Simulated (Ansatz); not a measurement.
GeS

The calculation's input:

```
crystal:
  lattice:
    - [0.0, 7.329640072, -4.458243987]
    - [0.0, -7.329640072, -4.458243987]
    - [-10.7854107998, 0.0, 0.0]
  atoms:
    - { symbol: Ge, position: [0.1302420486, 0.5052420486, 0.1259667695] }
    - { symbol: Ge, position: [0.3802420486, 0.2552420486, 0.1259667695] }
    - { symbol: Ge, position: [0.8802420486, 0.7552420486, 0.1259667695] }
    - { symbol: Ge, position: [0.6302420486, 0.0052420486, 0.1259667695] }
    - { symbol: Ge, position: [0.1197579514, 0.2447579514, 0.8740332305] }
    - { symbol: Ge, position: [0.3697579514, 0.9947579514, 0.8740332305] }
    - { symbol: Ge, position: [0.8697579514, 0.4947579514, 0.8740332305] }
    - { symbol: Ge, position: [0.6197579514, 0.7447579514, 0.8740332305] }
    - { symbol: Ge, position: [0.0052420486, 0.1302420486, 0.3740332305] }
    - { symbol: Ge, position: [0.2552420486, 0.8802420486, 0.3740332305] }
    - { symbol: Ge, position: [0.7552420486, 0.3802420486, 0.3740332305] }
    - { symbol: Ge, position: [0.5052420486, 0.6302420486, 0.3740332305] }
    - { symbol: Ge, position: [0.2447579514, 0.6197579514, 0.6259667695] }
    - { symbol: Ge, position: [0.4947579514, 0.3697579514, 0.6259667695] }
    - { symbol: Ge, position: [0.9947579514, 0.8697579514, 0.6259667695] }
    - { symbol: Ge, position: [0.7447579514, 0.1197579514, 0.6259667695] }
    - { symbol: S, position: [0.0612165871, 0.4362165871, 0.3470718573] }
    - { symbol: S, position: [0.3112165871, 0.1862165871, 0.3470718573] }
    - { symbol: S, position: [0.8112165871, 0.6862165871, 0.3470718573] }
    - { symbol: S, position: [0.5612165871, 0.9362165871, 0.3470718573] }
    - { symbol: S, position: [0.1887834129, 0.3137834129, 0.6529281427] }
    - { symbol: S, position: [0.4387834129, 0.0637834129, 0.6529281427] }
    - { symbol: S, position: [0.9387834129, 0.5637834129, 0.6529281427] }
    - { symbol: S, position: [0.6887834129, 0.8137834129, 0.6529281427] }
    - { symbol: S, position: [0.4362165871, 0.5612165871, 0.1529281427] }
    - { symbol: S, position: [0.6862165871, 0.3112165871, 0.1529281427] }
    - { symbol: S, position: [0.1862165871, 0.8112165871, 0.1529281427] }
    - { symbol: S, position: [0.9362165871, 0.0612165871, 0.1529281427] }
    - { symbol: S, position: [0.8137834129, 0.1887834129, 0.8470718573] }
    - { symbol: S, position: [0.0637834129, 0.9387834129, 0.8470718573] }
    - { symbol: S, position: [0.5637834129, 0.4387834129, 0.8470718573] }
    - { symbol: S, position: [0.3137834129, 0.6887834129, 0.8470718573] }
basis:
  ecutwfc: 420
  xc_grid: 2
kpoints:
  mp_grid: { grid: [2, 2, 2], shift: [0.5, 0.5, 0.5] }
hamiltonian:
  xc: pbe
scf:
  occupations: { method: gaussian, width: 0.01 }
output:
  forces: true
  stress: true
  eigenvalues: true
  write_density: true
  write_potential: true
  elf: true
  volumetric_format: npy
```

Command:

```sh
ansatz run input.yaml --threads 4 --pin off --max-ram 10240MiB --backend cpu --events-out ev --progress --plain --runs-dir out
```

Space group Pnma; a structure from a database of computed crystals, not necessarily the ambient phase.

Method: DFT PBE, scalar-relativistic, plane waves, PAW (Ansatz).

> What can the converged valence pseudo-density and electron localisation function tell about the bonding?

Ge–S (2.46 Å): ρ is about 0.48 e/Å³ halfway; the ELF peaks at about 0.90 in the valence shell of S, 0.8 Å from its nucleus, and is about 0.65 at the midpoint.

> Metal or insulator at this level of theory?

It is gapped, with a Kohn–Sham gap of 1.5 eV on the k-point mesh, an upper bound to the gap of this method.

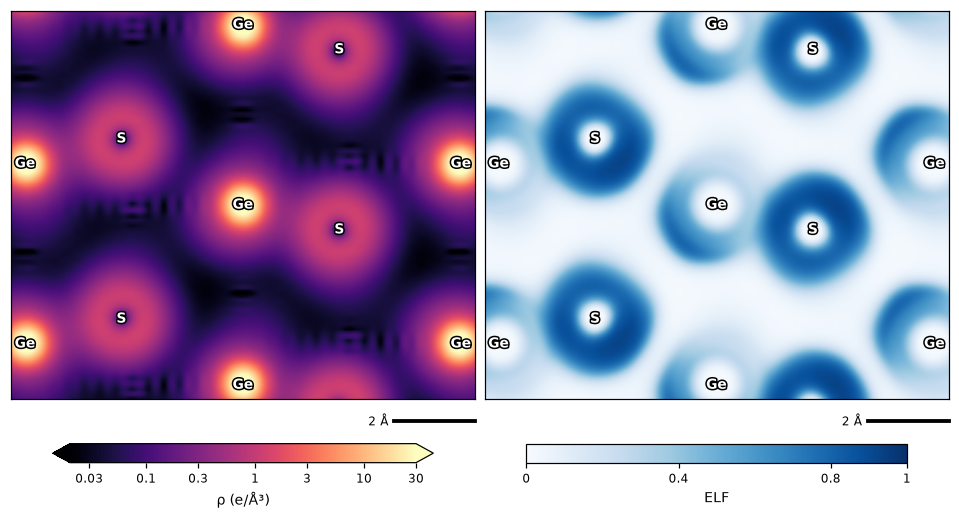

Computed valence pseudo-density and electron localisation function on the (11̄0) plane of the calculation cell, in this order. 

The density is the valence pseudo-density of a PAW calculation; it isn't the true density close to the nuclei.
